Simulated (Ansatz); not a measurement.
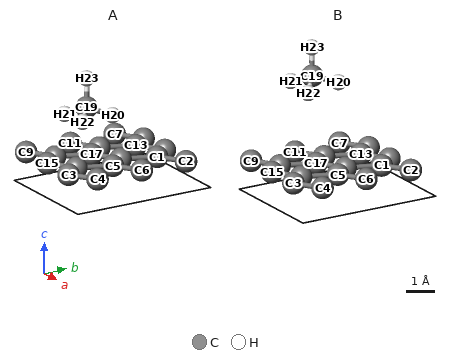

Two geometries of a slab of composition H4C19, drawn at one scale. One is the start of a relaxation, the other its converged end. A ball-and-stick model of the cell of the calculation, outlined in the plane, without the vacuum (origin shifted), seen slightly off an axis.

These are results of DFT PBE-D3(BJ), scalar-relativistic, plane waves, PAW (Ansatz), not measurements. Settings: plane-wave cutoff 420 eV; k-point mesh 2 × 2 × 1; occupations gaussian; smearing width 0.02 eV; no spin polarisation; atoms relaxed in a fixed cell; force threshold 0.03 eV/Å; at most 60 steps.

### Which one is relaxed?

Structure B is the relaxed one. It is CH4 on graphene monolayer, set down by a guess. The run prepares an end point of a later path (molecule hop) calculation, from a guessed geometry. The largest moves relative to the layer's centre, 1.22 Å, are those of H atoms. By element the largest moves are H 1.22 Å, C 1.17 Å. The lattice vectors keep their values. Some distances before and after: C–C 1.424 → 1.407 Å, C–C 1.424 → 1.432 Å. After 9 accepted moves (10 points after the start) the energy has fallen by 4.541 eV per cell of the calculation. Largest force component: 6 eV/Å at the start, 0.019 eV/Å at the end. The line search rejected the trial step at point 7 of the run. The run took 40 s on 1 thread of Intel(R) Xeon(R) 6975P-C (Granite Rapids), with other jobs on the host, peak memory 0.73 GiB.

Limits of the set-up: the periodic images lie only 7.4 Å apart, so the values are limited by the cell's size.
